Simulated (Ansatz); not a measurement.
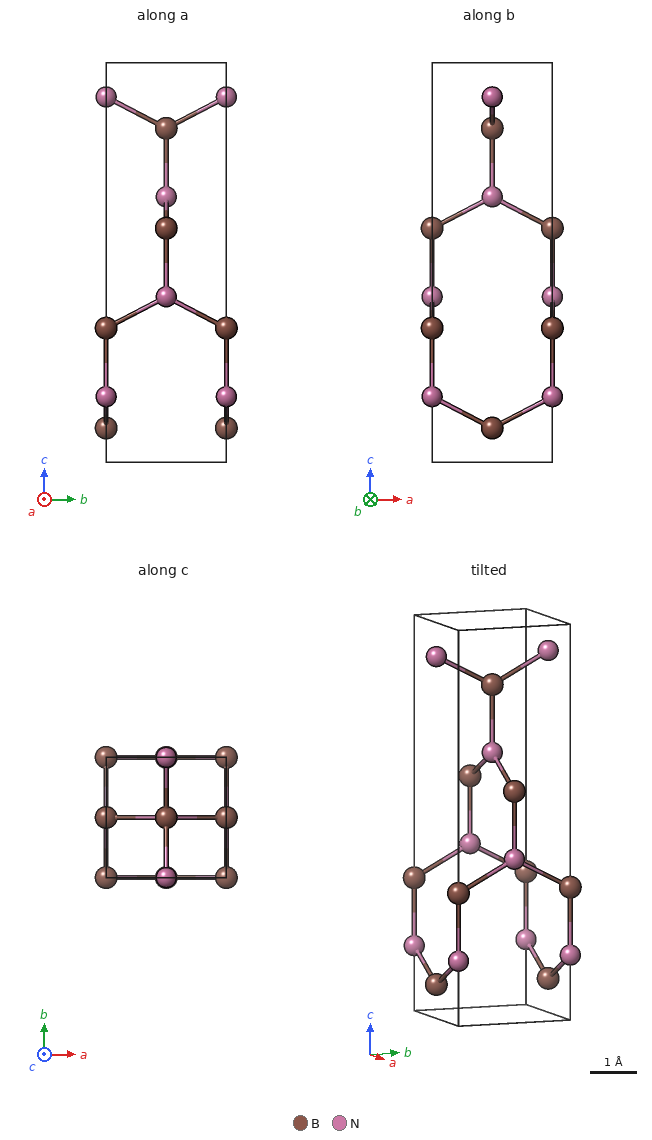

The crystal in a ball-and-stick representation, seen along the a axis, along the b axis, along the c axis and slightly off an axis. The conventional unit cell is drawn as a box.

Lattice parameters: a = 2.616 Å, b = 2.616 Å, c = 8.694 Å, α = 90.00°, β = 90.00°, γ = 90.00°.

Q: Express the structure as a table of Wyckoff sites, with free fractional coordinates to two decimals.

A: Space group I4_1md (No. 109).
| atom | site | x | y | z |
| --- | --- | --- | --- | --- |
| B | 4a | 0.00 | 0.00 | 0.34 |
| N | 4a | 0.00 | 0.00 | 0.16 |

The structure was taken from a structure type filled with these elements by a generator (whether the compound takes this form wasn't checked). Earlier steps of the study may have refined or changed the cell and positions. It was run through Ansatz as a DFT input.
